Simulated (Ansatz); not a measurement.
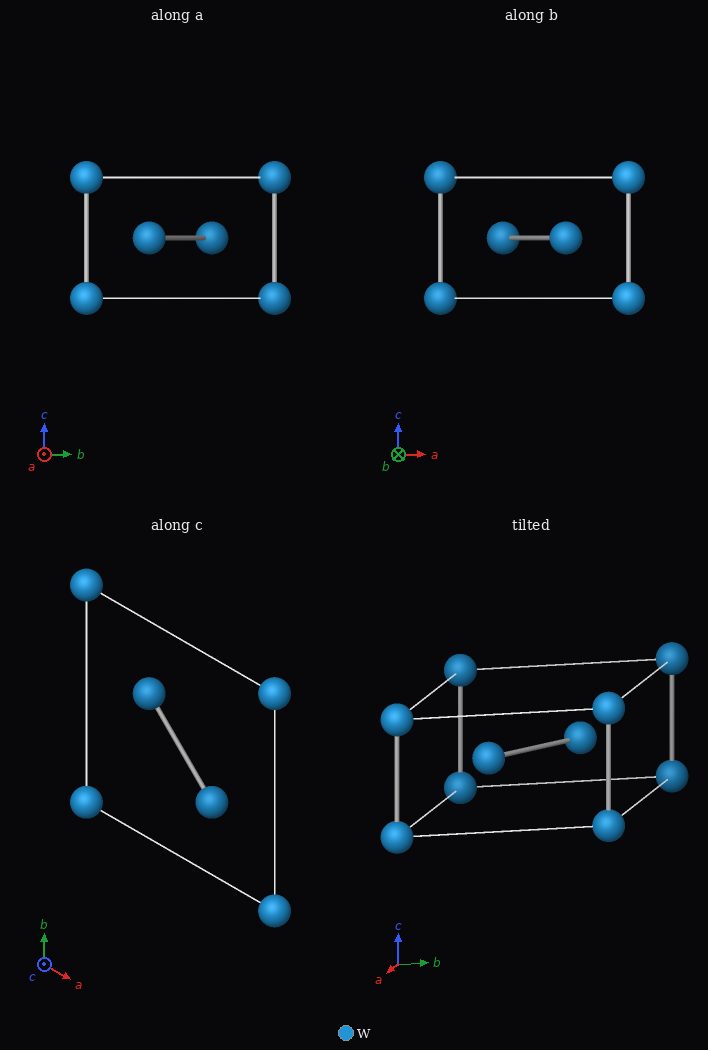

A ball-and-stick rendering, viewed along the a axis, along the b axis, along the c axis and slightly off an axis. The lines enclose the conventional unit cell; boundary atoms appear with their images.

Lattice parameters: a = 4.701 Å, b = 4.701 Å, c = 2.618 Å, α = 90.00°, β = 90.00°, γ = 120.00°. Put a along x and b in the xy plane.

**Convert the drawing into a POSCAR file.**

```
W
1.0
     4.701    0.000    0.000
    -2.351    4.072    0.000
     0.000    0.000    2.618
W
3
Direct
  0.0000 0.0000 0.0000
  0.3333 0.6667 0.5000
  0.6667 0.3333 0.5000
```

The model was built from a structure type filled with this element by a generator (whether the element takes this form wasn't checked). Atoms and cell were optimised with DFT, revPBE, plane waves (420 eV) with PAW, scalar-relativistic (Ansatz 0.2.0).
